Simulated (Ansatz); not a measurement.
Si$_{12}$O$_{25}$ (cell with a defect)

```cif
data_structure
_symmetry_space_group_name_H-M 'P 1'
_symmetry_Int_Tables_number 1
_cell_length_a 7.3180
_cell_length_b 7.3180
_cell_length_c 9.8420
_cell_angle_alpha 70.353
_cell_angle_beta 70.353
_cell_angle_gamma 71.234
_cell_volume 454.36
loop_
_atom_site_label
_atom_site_type_symbol
_atom_site_fract_x
_atom_site_fract_y
_atom_site_fract_z
_atom_site_occupancy
Si1 Si 0.18600 0.64956 0.90935 1
Si2 Si 0.32499 0.84643 0.07203 1
Si3 Si 0.24734 0.25177 0.14387 1
O1 O 0.29177 0.42729 0.99218 1
O2 O 0.21287 0.06977 0.09958 1
O3 O 0.73355 0.31582 0.20085 1
O4 O 0.43978 0.16840 0.21293 1
O5 O 0.05111 0.33793 0.26360 1
O6 O 0.76402 0.17890 0.97853 1
Si4 Si 0.17965 0.66161 0.39589 1
Si5 Si 0.32866 0.84724 0.57978 1
Si6 Si 0.24537 0.25656 0.63518 1
O7 O 0.28311 0.43307 0.48477 1
O8 O 0.21104 0.06968 0.59788 1
O9 O 0.71998 0.32607 0.70569 1
O10 O 0.43500 0.17406 0.70899 1
O11 O 0.05155 0.32993 0.76310 1
O12 O 0.75632 0.18925 0.48070 1
Si7 Si 0.68020 0.14735 0.15764 1
Si8 Si 0.81142 0.35126 0.32371 1
Si9 Si 0.74708 0.74340 0.39090 1
O13 O 0.78533 0.92152 0.23796 1
O14 O 0.69683 0.57368 0.34678 1
O15 O 0.26600 0.79600 0.45605 1
O16 O 0.94303 0.64158 0.45828 1
O17 O 0.56790 0.83045 0.52060 1
O18 O 0.29195 0.66289 0.22034 1
Si10 Si 0.67426 0.15526 0.65921 1
Si11 Si 0.81214 0.35193 0.82470 1
Si12 Si 0.75311 0.75409 0.88698 1
O19 O 0.79001 0.93264 0.73570 1
O20 O 0.70760 0.57357 0.85175 1
O21 O 0.23346 0.82305 0.95168 1
O22 O 0.94621 0.67351 0.95517 1
O23 O 0.56165 0.83993 0.01020 1
O24 O 0.27812 0.67523 0.73169 1
O25 O 0.04147 0.93624 0.33831 1
```

PAW files of the earlier set (soft_1); spin-polarised.

Method: Ansatz, DFT PBE, scalar-relativistic, plane waves, PAW.

The density is the valence pseudo-density of a PAW calculation; it isn't the true density close to the nuclei.

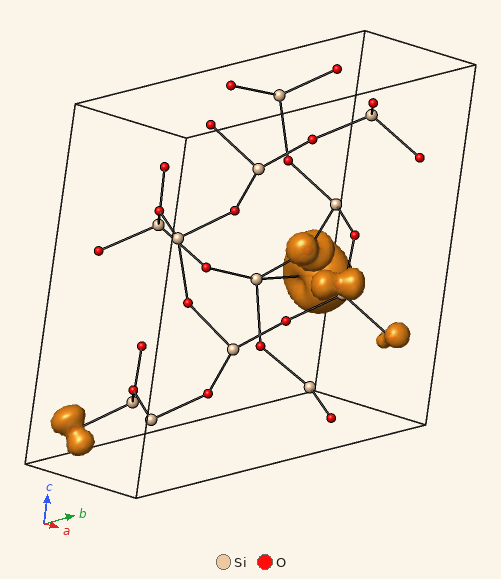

Figure 1. Isosurface of the magnetisation density (up minus down) at +0.08 e/Å³ (orange), seen slightly off an axis. Sticks mark near contacts.

**Which atoms carry the moments, and with what signs?**

The spin density sits on O: +1.3 μB in one cell of 37 atoms, with smaller moments on other sites: O (up to +0.17 μB): a single local moment. The cell of the calculation (37 atoms) carries 2.0 μB of net spin moment.

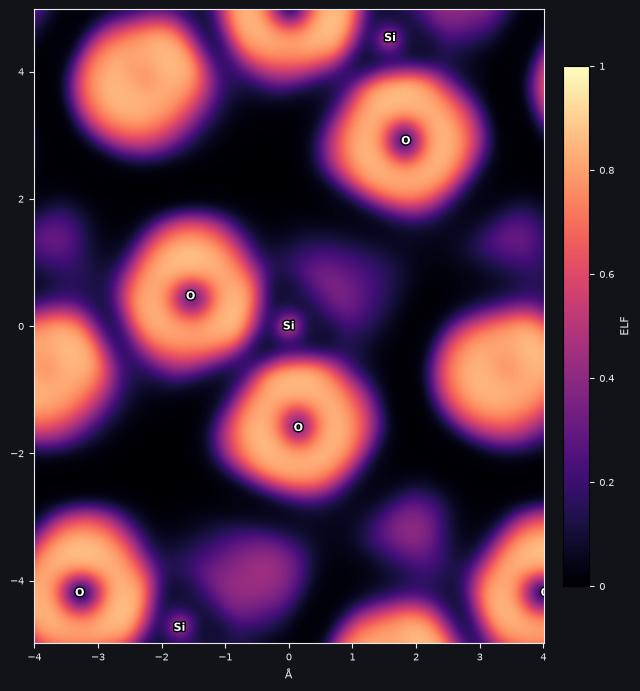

Figure 2. ELF on the (010) plane of the calculation cell.

**Read the bonding off the picture.**

The plane passes through Si and O nuclei.
Atoms just off the plane (Si, 0.6 Å away and O, 0.5 Å away) can leave unmarked features too.
Si–O (1.62 Å): the ELF peaks at about 0.85 between the atoms: a polar covalent bond.
Si–O (1.67 Å): the ELF peaks at about 0.85 between the atoms.
The ELF also peaks beside O, away from the bonds: non-bonding electrons, paired or unpaired.

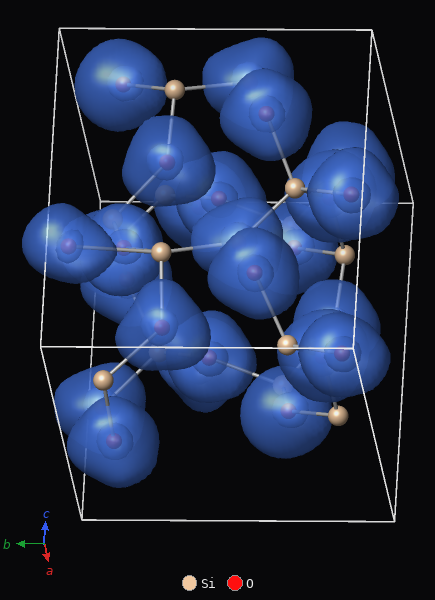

Figure 3. Isosurface of the ELF at 0.7 (blue), seen at an oblique angle. Core shells and regions of very low density are left out. Sticks mark near contacts.

**What do the ELF domains correspond to?**

The ELF exceeds this value in 25 regions on O in which the atom's valence shell and bonds are merged, counted in one cell of 37 atoms. Any copies at cell faces, edges or corners count once. Profiles from the grid: Si–O (1.61 Å): the ELF peaks at about 0.85 between the atoms; a short, strongly polar bond. Si–O (1.66 Å): the ELF peaks at about 0.85 between the atoms.
